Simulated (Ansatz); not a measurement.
Geometry relaxation, with input and output: B₁₉N₁₈ (part 4 of 4)

B₁₉N₁₈ (defect cell, 37 atoms in the cell); DFT PBE, scalar-relativistic, plane waves, PAW, spin-polarised (Ansatz 0.2.0); cutoff 420 eV, 2×2×2 k-mesh, Gaussian smearing of 0.01 eV, collinear spins. The structure derives from a Materials Project entry. It belongs to a series of runs on one base structure; here: B interstitial, charge +0, atoms relaxed at the host's cell.

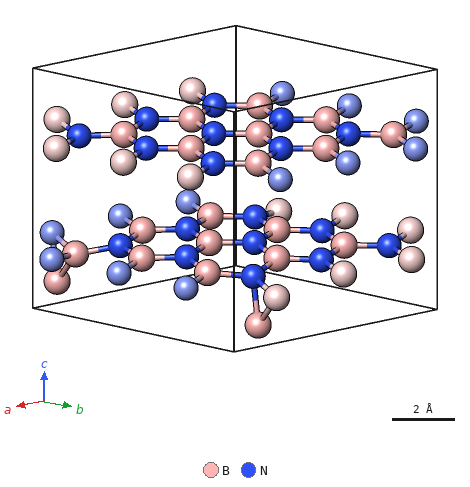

**Figure 1.** The geometry at step 17 of the log (ball-and-stick view of the cell of the calculation, seen at an oblique angle; neighbours outside the cell are drawn fainter).

### Trajectory as extended XYZ, continued
```
37
Lattice="3.7683 -6.5268 0.0000 -7.5365 0.0000 0.0000 0.0000 0.0000 -8.3432" Properties=species:S:1:pos:R:3:forces:R:3 step=12 energy=-9913.85599
B    -2.2626   -2.6611   -6.0515   -0.1038   0.0342  -0.0079
B    -3.5194   -0.4844   -6.0417    0.0360  -0.0281  -0.0034
B    -1.0087   -4.8363   -6.0331   -0.0312  -0.0577   0.0068
B     0.2462   -2.6601   -6.0446    0.0334   0.0219   0.0023
B    -1.0076   -0.4832   -6.0103   -0.0289   0.1128  -0.0099
B     1.5045   -4.8371   -6.0043    0.0849  -0.0681   0.0003
B    -4.7777   -2.6614   -6.0474    0.0645  -0.0295  -0.0046
B    -6.0342   -0.4843   -6.0304   -0.0162   0.0425  -0.0171
B    -3.5211   -4.8389   -6.0130   -0.0831  -0.0397  -0.0306
B    -1.4692   -3.9188   -2.3319   -0.0353   0.0362   0.0108
B    -2.7296   -1.7425   -2.3118   -0.0890  -0.0975  -0.0168
B    -0.2160   -6.0947   -2.2668   -0.0223  -0.0042   0.0098
B     1.0270   -3.9286   -2.2763   -0.0483  -0.1146   0.0105
B    -0.2296   -1.7458   -2.3037   -0.1739  -0.1458  -0.0465
B     2.2440   -6.1295   -2.0056    0.3031   0.2845   0.0702
B    -3.9826   -3.8825   -2.3270    0.0049   0.1339   0.0140
B    -5.2437   -1.7456   -2.2751    0.1627  -0.0141   0.0030
B    -2.6867   -6.1066   -2.2674    0.1226  -0.0150  -0.2217
N    -2.7278   -3.1957   -2.3530   -0.1129   0.0559  -0.0211
N    -3.9911   -1.0216   -2.2647   -0.0969  -0.1107  -0.0111
N    -1.4640   -5.3649   -2.3074   -0.1055  -0.1273  -0.0683
N    -0.2196   -3.1946   -2.3288    0.0138   0.1004   0.0102
N    -1.4853   -1.0377   -2.2919    0.0985  -0.1482   0.0201
N     1.0134   -5.3660   -2.2122    0.1168   0.0822   0.0151
N    -5.2479   -3.1993   -2.2846    0.2044   0.0731   0.0154
N    -6.5014   -1.0229   -2.2754    0.0706   0.1921   0.0657
N    -3.9676   -5.3586   -2.2526   -0.0958  -0.1877   0.1647
N    -1.0088   -3.3862   -6.0486    0.0316  -0.0088   0.0004
N    -2.2619   -1.2109   -6.0429   -0.1202   0.0137   0.0173
N     0.2476   -5.5605   -6.0268   -0.0194  -0.0509  -0.0067
N     1.5023   -3.3865   -6.0380    0.0134   0.0465   0.0063
N     0.2463   -1.2103   -6.0262    0.0614  -0.0235   0.0099
N     2.7588   -5.5603   -5.9425   -0.0499  -0.0122   0.0256
N    -3.5198   -3.3878   -6.0443   -0.0497   0.1012   0.0167
N    -4.7775   -1.2103   -6.0500    0.0252  -0.0044   0.0046
N    -2.2640   -5.5607   -6.0047    0.0579  -0.0609   0.0000
B    -0.3568    0.8244   -0.6836   -0.2235   0.0173  -0.0340
37
Lattice="3.7683 -6.5268 0.0000 -7.5365 0.0000 0.0000 0.0000 0.0000 -8.3432" Properties=species:S:1:pos:R:3:forces:R:3 step=17 energy=-9913.93066
B    -2.4608   -2.7270   -6.0123   -0.0082  -0.0229  -0.0436
B    -3.7159   -0.5520   -6.0099    0.0162   0.0171  -0.0020
B    -1.2047   -4.9041   -6.0003   -0.0013   0.0094  -0.0261
B     0.0519   -2.7267   -6.0181    0.0016  -0.0019  -0.0073
B    -1.2046   -0.5485   -5.9808   -0.0008   0.0147  -0.0048
B     1.3100   -4.9048   -5.9794    0.0112  -0.0047  -0.0082
B    -4.9719   -2.7277   -6.0155   -0.0052  -0.0385  -0.0060
B    -6.2289   -0.5505   -6.0031   -0.0270   0.0015   0.0076
B    -3.7182   -4.9059   -5.9923   -0.0425  -0.0068  -0.0199
B    -1.2795   -3.8620   -2.3830    0.0090  -0.0252   0.0352
B    -2.5357   -1.6853   -2.3451   -0.0140  -0.0249   0.0288
B    -0.0217   -6.0389   -2.3342   -0.0323   0.0173   0.0138
B     1.2199   -3.8743   -2.3147   -0.0079  -0.0138   0.0269
B    -0.0402   -1.6924   -2.3235   -0.0037  -0.0180   0.0206
B     2.4382   -6.0706   -1.9985   -0.0622  -0.0204   0.0164
B    -3.7868   -3.8220   -2.3338    0.0226   0.0484   0.0265
B    -5.0476   -1.6876   -2.3101    0.0027   0.0118   0.0093
B    -2.4968   -6.0553   -2.3376    0.0468   0.0431   0.0660
N    -2.5356   -3.1363   -2.3914   -0.0296   0.0109  -0.0449
N    -3.7988   -0.9658   -2.3132    0.0011  -0.0089  -0.0138
N    -1.2779   -5.3134   -2.3858    0.0101  -0.0193  -0.0595
N    -0.0276   -3.1400   -2.3615    0.0089   0.0086  -0.0422
N    -1.2889   -0.9845   -2.2912    0.0087   0.0142  -0.0005
N     1.2088   -5.3097   -2.2705    0.0290   0.0020   0.0002
N    -5.0509   -3.1410   -2.2994    0.0073   0.0182  -0.0182
N    -6.3085   -0.9630   -2.3017    0.0227  -0.0259  -0.0373
N    -3.7682   -5.2999   -2.2042    0.0675   0.0207  -0.0595
N    -1.2041   -3.4526   -6.0177   -0.0094  -0.0094   0.0306
N    -2.4603   -1.2772   -6.0062   -0.0040   0.0108   0.0134
N     0.0518   -5.6284   -5.9999   -0.0035  -0.0143   0.0085
N     1.3077   -3.4527   -6.0121    0.0134   0.0002   0.0158
N     0.0514   -1.2766   -6.0040    0.0108   0.0153   0.0044
N     2.5619   -5.6281   -5.9228    0.0032  -0.0057  -0.0011
N    -3.7165   -3.4527   -6.0035   -0.0026   0.0105   0.0142
N    -4.9725   -1.2771   -6.0201   -0.0081   0.0050   0.0088
N    -2.4590   -5.6285   -5.9708    0.0125  -0.0216   0.0109
B    -0.3114    1.0116   -0.6520   -0.0428   0.0025   0.0368
37
Lattice="3.7683 -6.5268 0.0000 -7.5365 0.0000 0.0000 0.0000 0.0000 -8.3432" Properties=species:S:1:pos:R:3:forces:R:3 step=23 energy=-9913.95245
B    -2.5958   -2.9786   -6.0058    0.0026  -0.0017   0.0038
B    -3.8503   -0.8026   -6.0092    0.0013   0.0053  -0.0069
B    -1.3394   -5.1548   -6.0047    0.0007  -0.0012   0.0033
B    -0.0821   -2.9781   -6.0200   -0.0003  -0.0010  -0.0067
B    -1.3388   -0.7996   -5.9971    0.0024   0.0028   0.0081
B     1.1762   -5.1556   -5.9965    0.0007  -0.0020   0.0009
B    -5.1060   -2.9793   -6.0031   -0.0006  -0.0023   0.0018
B    -6.3633   -0.8016   -6.0021   -0.0024   0.0032   0.0038
B    -3.8528   -5.1552   -6.0051   -0.0046  -0.0062  -0.0155
B    -1.1501   -3.6260   -2.3847   -0.0010  -0.0022   0.0018
B    -2.4067   -1.4493   -2.3400    0.0035  -0.0023   0.0011
B     0.1066   -5.8029   -2.3397    0.0002   0.0088   0.0026
B     1.3489   -3.6378   -2.3183   -0.0047  -0.0056   0.0029
B     0.0892   -1.4558   -2.3176   -0.0058  -0.0037  -0.0007
B     2.5634   -5.8333   -1.9923   -0.0077  -0.0031   0.0087
B    -3.6570   -3.5843   -2.3272    0.0031  -0.0019  -0.0015
B    -4.9186   -1.4507   -2.3094   -0.0030   0.0019   0.0032
B    -2.3675   -5.8181   -2.3268   -0.0025   0.0093   0.0044
N    -2.4065   -2.8994   -2.3924    0.0000  -0.0003  -0.0049
N    -3.6697   -0.7296   -2.3135   -0.0042  -0.0027  -0.0036
N    -1.1492   -5.0774   -2.3907    0.0009  -0.0007  -0.0124
N     0.1016   -2.9033   -2.3667   -0.0038  -0.0020  -0.0062
N    -1.1597   -0.7478   -2.2795    0.0033  -0.0038   0.0034
N     1.3376   -5.0735   -2.2802   -0.0013   0.0041   0.0023
N    -4.9219   -2.9042   -2.2986    0.0014   0.0064   0.0002
N    -6.1790   -0.7266   -2.2978    0.0045  -0.0036  -0.0016
N    -3.6374   -5.0620   -2.1874    0.0166   0.0089   0.0050
N    -1.3386   -3.7036   -6.0161   -0.0014   0.0020   0.0023
N    -2.5947   -1.5280   -6.0091    0.0026   0.0008   0.0002
N    -0.0825   -5.8792   -6.0081    0.0019  -0.0022   0.0004
N     1.1738   -3.7037   -6.0126    0.0026  -0.0002   0.0036
N    -0.0825   -1.5277   -6.0119   -0.0013   0.0039  -0.0013
N     2.4280   -5.8801   -5.9608   -0.0014  -0.0048   0.0081
N    -3.8509   -3.7021   -5.9770    0.0026   0.0020  -0.0016
N    -5.1069   -1.5280   -6.0091   -0.0005   0.0001   0.0007
N    -2.5933   -5.8800   -5.9747    0.0017  -0.0020   0.0012
B    -0.2161    1.2686   -0.6347   -0.0059  -0.0040  -0.0109
```

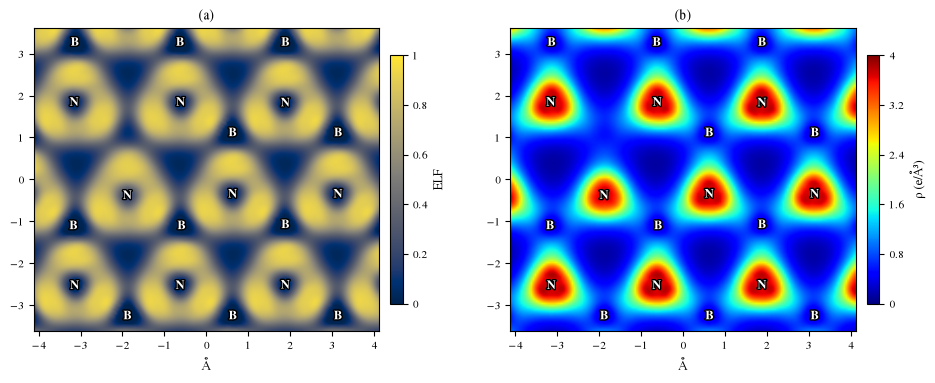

**Figure 2.** (a) electron localisation function; (b) valence electron density on the (001) plane of the calculation cell. The section cuts through B and N sites. B–N (1.43 Å): the density is about 1.9 e/Å³ at the midpoint; the ELF peaks at about 0.90 between the atoms (a shared but strongly polarised pair). Away from the nuclei the density in this plane falls to 0.12 e/Å³ at its lowest. Core electrons are frozen (PAW), so the fields are smoothed inside the atomic spheres.

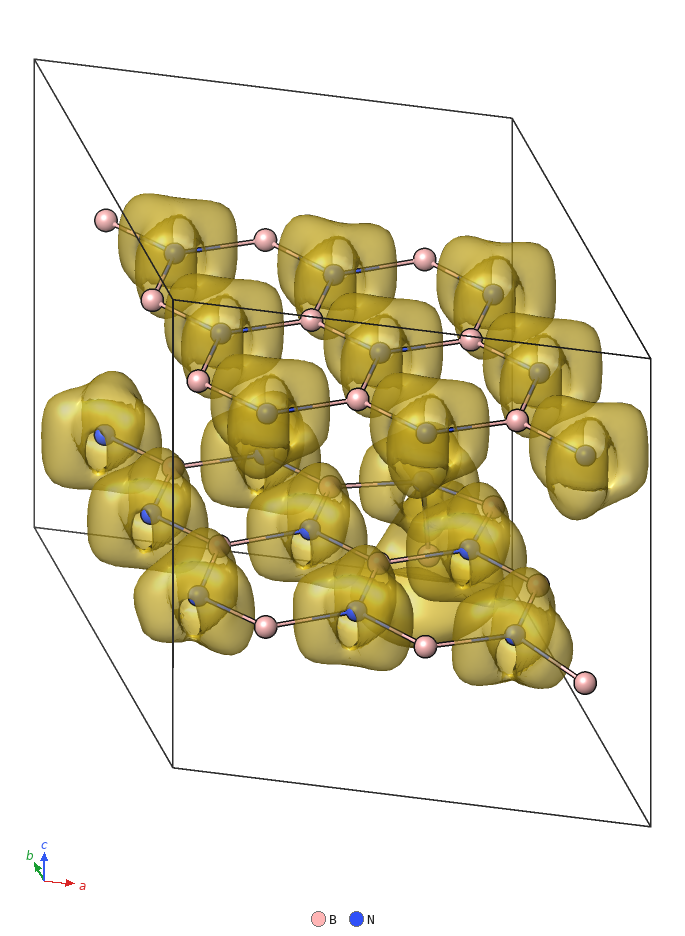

**Figure 3.** Isosurface of the ELF at 0.75 (yellow), seen at an oblique angle. Only the valence region is drawn (cores and ρ < 0.01 e/Å³ removed). Sticks mark near contacts. The outline is the calculation cell. Profiles from the grid: B–N (1.43 Å): the ELF peaks at about 0.90 between the atoms (a polar covalent bond). B–B (1.78 Å): the ELF peaks at about 0.80 between the atoms (localised, shared-pair bonding).

The run was set up as follows.

### The input
```yaml
crystal:
  lattice:
    - [3.7682717313, -6.5268380953, 0.0]
    - [-7.5365434625, 0.0, 0.0]
    - [0.0, 0.0, -8.3431560662]
  atoms:
    - { symbol: B, position: [0.4444444444, 0.5555555556, 0.75] }
    - { symbol: B, position: [0.1111111111, 0.5555555556, 0.75] }
    - { symbol: B, position: [0.7777777778, 0.5555555556, 0.75] }
    - { symbol: B, position: [0.4444444444, 0.2222222222, 0.75] }
    - { symbol: B, position: [0.1078079338, 0.2267657397, 0.7399799203], spin: 0.077 }
    - { symbol: B, position: [0.7777777778, 0.2222222222, 0.75] }
    - { symbol: B, position: [0.4444444444, 0.8888888889, 0.75] }
    - { symbol: B, position: [0.1131405764, 0.8834435189, 0.7459874901], spin: 0.077 }
    - { symbol: B, position: [0.7715401478, 0.8681720083, 0.7542849037], spin: 0.077 }
    - { symbol: B, position: [0.5555555556, 0.4444444444, 0.25] }
    - { symbol: B, position: [0.2222222222, 0.4444444444, 0.25] }
    - { symbol: B, position: [0.8888888889, 0.4444444444, 0.25] }
    - { symbol: B, position: [0.5555555556, 0.1111111111, 0.25] }
    - { symbol: B, position: [0.2263830207, 0.1003098269, 0.2516720659], spin: 0.077 }
    - { symbol: B, position: [0.8884921598, 0.1067717383, 0.2506422348], spin: 0.077 }
    - { symbol: B, position: [0.5555555556, 0.7777777778, 0.25] }
    - { symbol: B, position: [0.2222222222, 0.7777777778, 0.25] }
    - { symbol: B, position: [0.8873290314, 0.7885683142, 0.2441354804], spin: 0.077 }
    - { symbol: "N", position: [0.4444444444, 0.5555555556, 0.25] }
    - { symbol: "N", position: [0.1111111111, 0.5555555556, 0.25] }
    - { symbol: "N", position: [0.7777777778, 0.5555555556, 0.25] }
    - { symbol: "N", position: [0.4444444444, 0.2222222222, 0.25] }
    - { symbol: "N", position: [0.1333155623, 0.2382167871, 0.2526646879], spin: 0.077 }
    - { symbol: "N", position: [0.7777777778, 0.2222222222, 0.25] }
    - { symbol: "N", position: [0.4444444444, 0.8888888889, 0.25] }
    - { symbol: "N", position: [0.1144699117, 0.8908449171, 0.2394139716], spin: 0.077 }
    - { symbol: "N", position: [0.7758147797, 0.8850731864, 0.2510247535], spin: 0.077 }
    - { symbol: "N", position: [0.5555555556, 0.4444444444, 0.75] }
    - { symbol: "N", position: [0.2222222222, 0.4444444444, 0.75] }
    - { symbol: "N", position: [0.8888888889, 0.4444444444, 0.75] }
    - { symbol: "N", position: [0.5555555556, 0.1111111111, 0.75] }
    - { symbol: "N", position: [0.2232453574, 0.1151882251, 0.7572827106], spin: 0.077 }
    - { symbol: "N", position: [0.8888525681, 0.1090262902, 0.7550561265], spin: 0.077 }
    - { symbol: "N", position: [0.5555555556, 0.7777777778, 0.75] }
    - { symbol: "N", position: [0.2222222222, 0.7777777778, 0.75] }
    - { symbol: "N", position: [0.8953237482, 0.7786685109, 0.7487625534], spin: 0.077 }
    - { symbol: B, position: [8.74002e-05, 0.0036734203, 0.0022968282], spin: 0.077 }
  host:
    lattice:
      - [2.5121811542, 0.0, 0.0]
      - [-1.2560905771, 2.1756126984, 0.0]
      - [0.0, 0.0, 8.3431560662]
    atoms:
      - { symbol: B, position: [0.3333333333, 0.6666666667, 0.25] }
      - { symbol: B, position: [0.6666666667, 0.3333333333, 0.75] }
      - { symbol: "N", position: [0.3333333333, 0.6666666667, 0.75] }
      - { symbol: "N", position: [0.6666666667, 0.3333333333, 0.25] }
basis:
  ecutwfc: 420
  xc_grid: 2
kpoints:
  mp_grid: { grid: [2, 2, 2], shift: [0.0, 0.0, 0.0] }
hamiltonian:
  xc: pbe
scf:
  occupations: { method: gaussian, width: 0.01 }
output:
  forces: true
  stress: false
  eigenvalues: true
  populations: true
  charged_corrections:
    defect_position: [0.0, 0.0, 0.0]
    epsilon: [[5.4678, 0.0, 0.0], [0.0, 5.4678, 0.0], [0.0, 0.0, 2.1413]]
  write_density: true
  write_potential: true
  elf: true
  volumetric_format: npy
magnetization:
  spin_polarized: true
relax:
  adjacent_minimum: "off"
  f_tol: 0.025
  max_steps: 45
```

Launch command:
```bash
ansatz run input.yaml --threads 4 --pin off --max-ram 10240MiB --backend cpu --events-out ev --progress --plain --runs-dir out
```

### Key numbers

| quantity | value |
| --- | --- |
| outcome | converged |
| electrons treated | 147 |
| free energy | −9913.9524 eV |
| Fermi energy | 5.006 eV |
| gap on the k-point mesh | 1.07 eV |
| net moment of the cell | 1.00 μB |
| integrated absolute moment | 1.08 μB |
| final volume | 410.40 Å³ |
| largest force (length of the vector) at the end | 0.020 eV/Å |
| hardware | 4 threads of Arm Neoverse V2, 24 GiB of memory available, shared host |
| wall time | 8.2 min (CPU time 32 min) |
| peak memory | 1.7 GiB |
